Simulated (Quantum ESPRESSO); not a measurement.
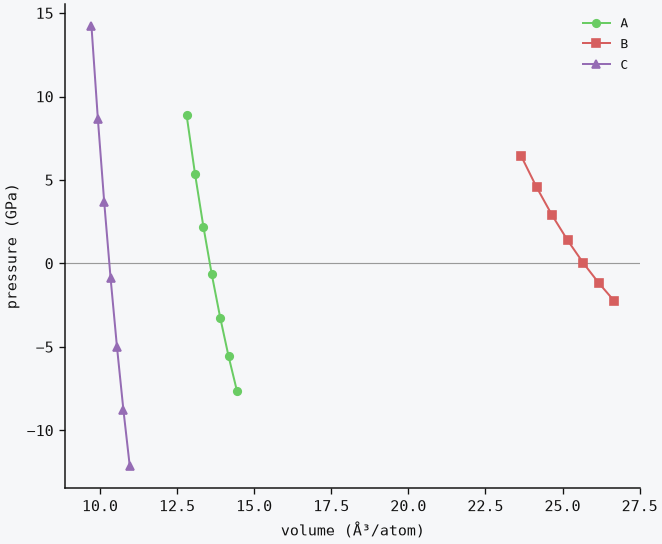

Plotted: pressure against volume, with one curve for each compound, for BAs, InP and SiC (all in space group F-43m (No. 216)). The labels are replaced by letters.

Computed with Quantum ESPRESSO 7.5: plane-wave DFT, no spin polarisation; energies at scaled volumes of the given cell, shape and fractions fixed, counted from the fit's minimum, third-order Birch-Murnaghan fit. Level: PBE with D3(BJ).

occupations Fermi–Dirac; smearing width 0.05 eV; potentials PseudoDojo 0.4.1 SR PBE standard.

### Which letter stands for which compound?

A: BAs; B: InP; C: SiC.
